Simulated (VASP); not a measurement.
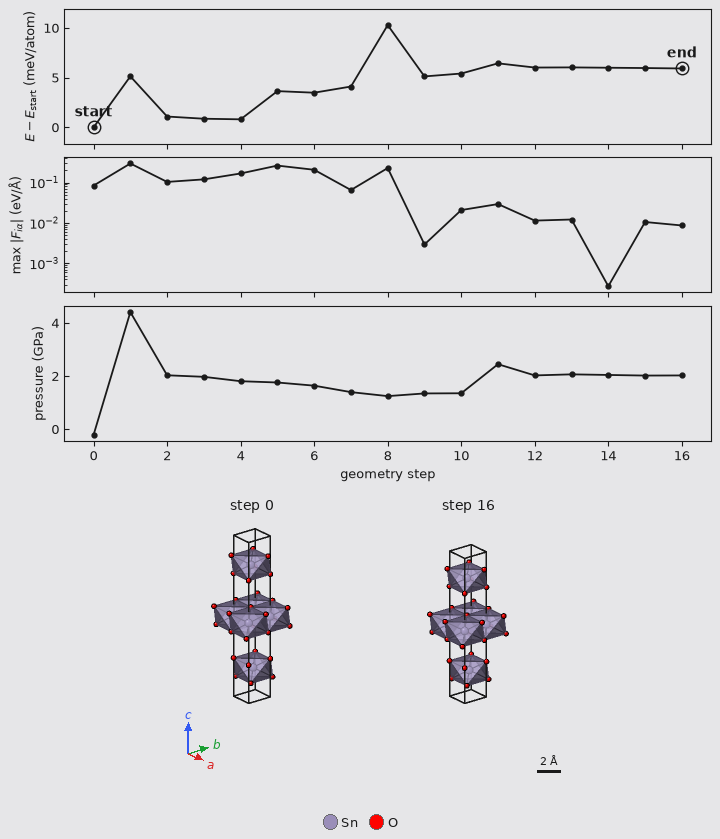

First and last geometry of a relaxation of solid SnO2 (set up in R-3m), with the history of the run. Style: polyhedral. Shown: the conventional cell (3 times the calculation's cell), slightly off an axis. Lengths and directions refer to the drawn axes.

The run lets cell and atoms move.

All numbers below come from Kohn-Sham DFT of a periodic cell, PBE, VASP PAW PBE potentials, recommended (VASP).

Input
```
SYSTEM = SnO2
PREC     = Accurate       ! precision mode
ENCUT    = 600            ! plane-wave cutoff, eV
EDIFF    = 1E-6           ! SCF threshold, eV
ISMEAR   = -1             ! smearing method
SIGMA    = 0.05           ! smearing width, eV
LREAL    = .False.        ! projectors in reciprocal space
LASPH    = .True.         ! aspherical terms in the spheres
NELM     = 100            ! most SCF steps
ALGO     = Fast           ! electronic algorithm
ISIF     = 3              ! what is computed and relaxed
LWAVE    = .False.        ! write WAVECAR
LCHARG   = .False.        ! write CHGCAR
GGA      = PE             ! functional
IBRION   = 2              ! ionic algorithm
NSW      = 40             ! ionic steps
EDIFFG   = -0.01          ! ionic threshold
PSTRESS  = 20
```

Run as
```bash
cat potpaw_PBE.64/Sn_d/POTCAR potpaw_PBE.64/O/POTCAR > POTCAR
mpirun -np 1 vasp_std > vasp.out
```

Q: Did the run converge, and what did it change?

A: It converged. The largest moves relative to the cell, 0.078 Å, are those of O atoms. Sn stays in place. Cell: a = b 3.234 → 3.242 Å (+0.3 %), c 14.402 → 12.983 Å (−9.8 %). Volume −9.4 %. Some distances before and after: O–Sn 2.125 → 2.119 Å. The space group stays R-3m (No. 166). The energy rises by 5.9 meV per atom in 16 geometry steps. With the target pressure of 2 GPa, the enthalpy E + pV changes by −11.1 meV per atom. The largest force component goes from 0.084 to 0.0087 eV/Å. The pressure goes from −0.21 to 2.03 GPa.
